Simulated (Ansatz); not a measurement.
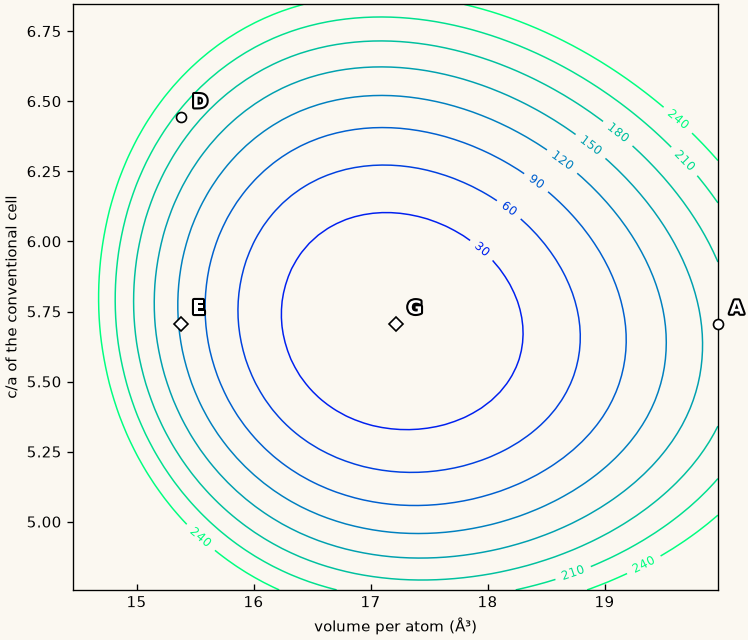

MoS2 (R3m, No. 160; 3 atoms in the cell). The energy is mapped over volume and the cell's shape. Coordinates scanned: (1) volume per atom; (2) c/a of the conventional cell. Nothing is relaxed (fractional coordinates fixed). Grid: 7 × 7 points. Points are written as (first, second). Energies: meV/atom, counted from the lowest grid point. The band gap closes in part of the range. All numbers below come from Ansatz 0.2.0, DFT PBE+D3(BJ), scalar-relativistic, plane waves, PAW. Settings: cutoff 420 eV, k-mesh 12×12×12, gaussian smearing 0.05 eV, no spin polarisation.

The picture shows contour lines labelled in meV/atom (none above 240), lettered points. Between grid points the surface is interpolated.

> What kind of point is each of D, E, G: minimum, saddle, maximum or slope?

D: on a slope; E: on a slope; G: minimum. (In these two coordinates alone; a stationary point may lie a little off the grid point.)

> Rank the lettered points by energy, lowest first.

G (0 meV/atom), E (117 meV/atom), A (165 meV/atom), D (202 meV/atom).

PAW datasets: the set soft_1.
